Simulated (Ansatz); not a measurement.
**Energy of HfC along an even scaling of the cell**

System: HfC (P6₃/mmc, 4 atoms in the cell).
Method: Kohn-Sham DFT of a periodic cell, r2SCAN, Ansatz PAW, no spin polarisation (Ansatz 0.2.0).

The 5 runs differ only in the geometry, by an even scaling of the cell at fixed fractional positions. The structure derives from a Materials Project entry.

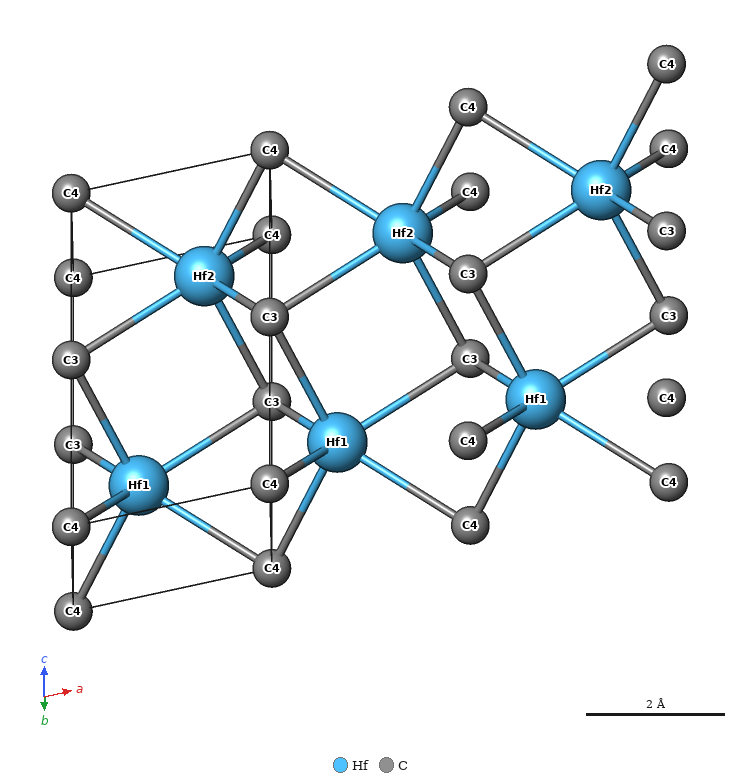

Figure 1. The structure of run 3 (ball-and-stick view of the cell of the calculation, repeated 3 × 1 × 1, seen at an oblique angle; atoms are numbered from 1 in the order of the input). An atom can appear more than once, as a periodic image.

### Input of run 3
```yaml
crystal:
  lattice:
    - [3.3428660531, 0.0, 0.0]
    - [-1.6714330265, 2.8950069234, 0.0]
    - [0.0, 0.0, 5.202714]
  atoms:
    - { symbol: Hf, position: [0.3333333333, 0.6666666667, 0.25] }
    - { symbol: Hf, position: [0.6666666667, 0.3333333333, 0.75] }
    - { symbol: C, position: [0.0, 0.0, 0.5] }
    - { symbol: C, position: [0.0, 0.0, 0.0] }
hamiltonian:
  xc: r2scan
  pseudopotentials: { kind: paw }
kpoints:
  mp_grid: { grid: [9, 9, 5] }
scf:
  occupations: { method: fermi_dirac, width: 0.05 }
output:
  forces: true
  stress: true
  eigenvalues: true
```

Command:
```bash
ansatz run input.yaml --threads 2 --pin off --max-ram 5632MiB --backend cpu --events-out ev --progress --plain --runs-dir out
```

Lattice vectors (Å) and fractional positions of run 3:
```
   3.342866    0.000000    0.000000
  -1.671433    2.895007    0.000000
   0.000000    0.000000    5.202714
Hf  0.333333  0.666667  0.250000
Hf  0.666667  0.333333  0.750000
C   0.000000  0.000000  0.500000
C   0.000000  0.000000  0.000000
```

Run 4 differs from it as follows:
```diff
-    - [3.3428660531, 0.0, 0.0]
-    - [-1.6714330265, 2.8950069234, 0.0]
-    - [0.0, 0.0, 5.202714]
+    - [3.3650048841, 0.0, 0.0]
+    - [-1.682502442, 2.9141797134, 0.0]
+    - [0.0, 0.0, 5.2371700637]
```

### Results, with one run withheld

```tsv
run	volume per atom (Å³)	free energy per atom, from the lowest run given (meV)	pressure (GPa)
1	11.832	23.98	13.50
2	12.336	0.00	2.14
3	12.587	0.54	−2.74
4	12.839	?	?
5	13.343	43.18	−14.75
```

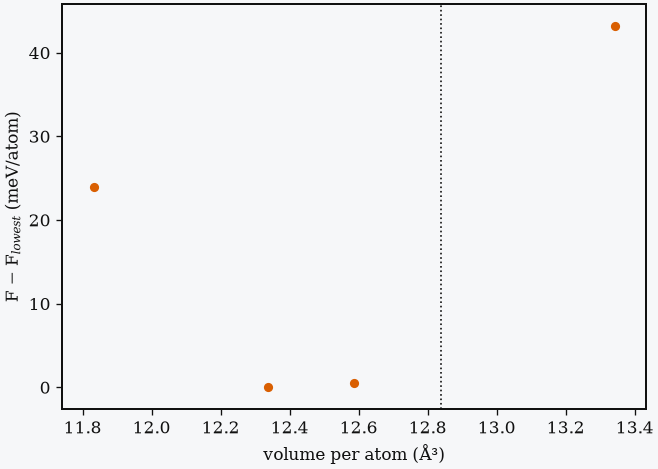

Figure 2. Free energy per atom of the runs given; the dotted line marks run 4.

Estimate the energy of run 4 from the others.

A quadratic polynomial in V^(−2/3) (the Birch–Murnaghan form), fitted to the 4 runs given, misses them by under 0.01 meV per atom. With x = V^(−2/3) − 0.18561 Å⁻², it reads F = −0.4659 − 760.76 x + 6.1116e+05 x² (meV per atom). At run 4 it gives 8.36 meV per atom, and the run itself gives 8.37. The slope of the fit gives a pressure −dF/dV of −7.14 GPa there, and the run prints −7.15 GPa. The fit has its minimum at 12.443 Å³ per atom, where V d²F/dV² gives 243 GPa. Cell shape and fractional positions are held, so this is the stiffness under even scaling; the relaxed bulk modulus wasn't computed.

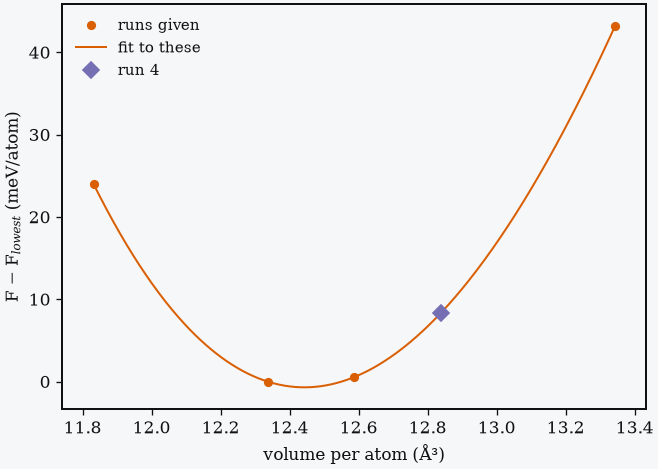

Figure 3. The fit and the withheld run.

### Output, shortened to warnings, some set-up lines, iterations and results (run 4)
```
Basis set: ecut = 500 eV, 1303 PW (Γ), exchange–correlation on 100×100×160 points (64 copies of the dense FFT grid, shifted against one another)
Symmetry: 24 space group operations
k-points: 36 of 405
Initial density: superposition of atomic densities (neutral atoms: chi_scale 0, normalization atom), corrected by the library's trained network
[...]
SCF iter   1: F=—  HF=-31972.765369 eV  |F-HF|=—  |Δ(HF+E_count)|=         —  Δρ=1.17e-2  dr2=3.90e-2  dr2_τ=2.20e-1  ethr=1.77e-3  ⟨swp⟩=4.5  Hψ=4023  notcnv=0  defer=3
SCF iter   2: F=—  HF=-31972.813742 eV  |F-HF|=—  |Δ(HF+E_count)|=   4.84e-2  Δρ=5.73e-3  dr2=1.16e-2  dr2_τ=2.87e-3  ethr=6.51e-5  ⟨swp⟩=2.1  Hψ=2860  notcnv=0  defer=38
SCF iter   3: F=—  HF=-31972.811624 eV  |F-HF|=—  |Δ(HF+E_count)|=   2.12e-3  Δρ=4.14e-3  dr2=4.49e-3  dr2_τ=2.67e-4  ethr=1.94e-5  ⟨swp⟩=2.0  Hψ=2031  notcnv=0  defer=38
SCF iter   4: F=—  HF=-31972.812934 eV  |F-HF|=—  |Δ(HF+E_count)|=   1.31e-3  Δρ=7.21e-4  dr2=3.01e-4  dr2_τ=4.44e-5  ethr=7.49e-6  ⟨swp⟩=2.0  Hψ=1857  notcnv=0  defer=38
SCF iter   5: F=—  HF=-31972.812920 eV  |F-HF|=—  |Δ(HF+E_count)|=   1.45e-5  Δρ=1.86e-4  dr2=1.20e-5  dr2_τ=2.00e-6  ethr=5.02e-7  ⟨swp⟩=2.0  Hψ=1809  notcnv=0  defer=38
SCF iter   6: F=—  HF=-31972.812939 eV  |F-HF|=—  |Δ(HF+E_count)|=   1.98e-5  Δρ=8.87e-5  dr2=5.30e-6  dr2_τ=3.15e-7  ethr=2.00e-8  ⟨swp⟩=2.0  Hψ=2341  notcnv=0  defer=38
SCF iter   7: F=—  HF=-31972.812943 eV  |F-HF|=—  |Δ(HF+E_count)|=   3.92e-6  Δρ=1.50e-5  dr2=1.30e-7  dr2_τ=6.54e-9  ethr=8.83e-9  ⟨swp⟩=2.0  Hψ=2022  notcnv=0  defer=38
SCF iter   8: F=-31972.812944 eV  HF=-31972.812944 eV  |F-HF|=2.83e-8  |Δ(HF+E_count)|=   1.23e-7  Δρ=8.60e-6  dr2=5.15e-8  dr2_τ=2.54e-9  ethr=1.67e-10  ⟨swp⟩=8.4  Hψ=5545  …
SCF 1 converged in 8 iterations: F = -31972.812944 eV  dr2 = 5.15e-8
SCF converged after 8 iterations
Free energy (F): -31972.812944 eV
Harris-Foulkes:  -31972.812944 eV  (|F-HF|=2.83e-8)
Internal energy: -31972.809219 eV  (E = F + TS)
E sigma→0 (E₀):  -31972.811081 eV
Entropy (-TS):   -0.003724 eV (-0.931 meV/atom)
Fermi energy:    20.151401 eV
--- Per-component energies (eV) ---
  E_band       = 161.794327
  E_kinetic    = 1020.651584
  E_local      = -10104.698480  (includes V_loc(G=0)·N_el)
  E_nonlocal   = -2443.854816
  E_hartree    = 4770.393019
  E_xc         = -662.057808
  E_vxc        = -717.580324  (∫ρ·V_xc dr)
  E_paw        = -14104.640940  (= ΣΔE_a)
  E_vpaw       = 2831.136297  (= ΣTr[D̂ρ^β])
  E_aug_tail   = 0.000005  (compensation charges beyond the density's cutoff)
  E_vtau       = 35.367916  (kinetic-family band-sum trace: ∫τ·v_τ [+ j·A + Jᵃ·Aᵃ] dr)
  E_ewald      = -10449.195278
  E_core_change = 0.593496  (= ΣΔE_core)
  E_smearing   = -0.003724  (= −TS)
  E_closure    = -0.000000  (closes the sum)
  Σ components = -31972.812944   (vs F -31972.812944, Δ=0.00e0)
--- Forces (eV/Å), atoms counted from 1 ---
  atom   1  Hf    -0.00000000    -0.00000000     0.00000000
  atom   2  Hf    -0.00000000     0.00000000    -0.00000000
  atom   3  C      0.00000000    -0.00000000     0.00000000
  atom   4  C     -0.00000000     0.00000000     0.00000000
  max |Σ_I F_I| component: 1.30e-16 eV/Å
--- Stress (GPa, compression-positive) ---
       -9.176123       0.000000      -0.000000
        0.000000      -9.176123       0.000000
       -0.000000       0.000000      -3.102453
  P = ⅓ Tr σ = -7.1516 GPa (-71.516 kbar)
```

Notes: Spin–orbit coupling is left out, which matters for Hf.
